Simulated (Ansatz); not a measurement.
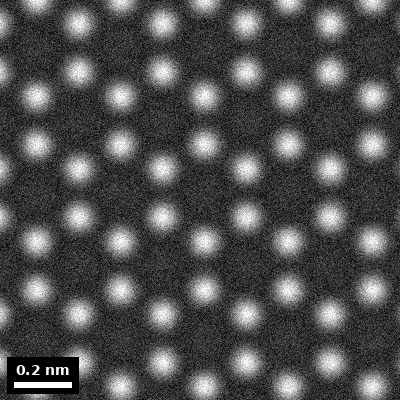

HRTEM-like image of Ti (P6_3/mmc, No. 194) along [001]. Simulated in the weak-phase-object approximation with neutral-atom potentials: 200 kV, Cs = −15 µm, defocus +74 Å (negative is underfocus), defocus spread 15 Å, aperture 1.22 1/Å. Shot noise was added. Structure: the input geometry of an electronic-structure calculation (not necessarily at equilibrium); the starting structure was generated, so it need not be a known form of this composition.

Q: What point resolution do these settings give, and which lattice spacings pass?

A: About 0.8 Å (0.66 |Cs|^(1/4) λ^(3/4) with λ = 0.0251 Å). The spacings that carry visible contrast are {100} at 2.54 Å, {110} at 1.47 Å, {200} at 1.27 Å, {210} at 0.96 Å, {300} at 0.85 Å.

Q: Do the atom columns appear dark or bright, and why?

A: Bright. With negative Cs and overfocus sin χ is positive over the pass band, so the strongest columns (Ti) come out brighter than the background.
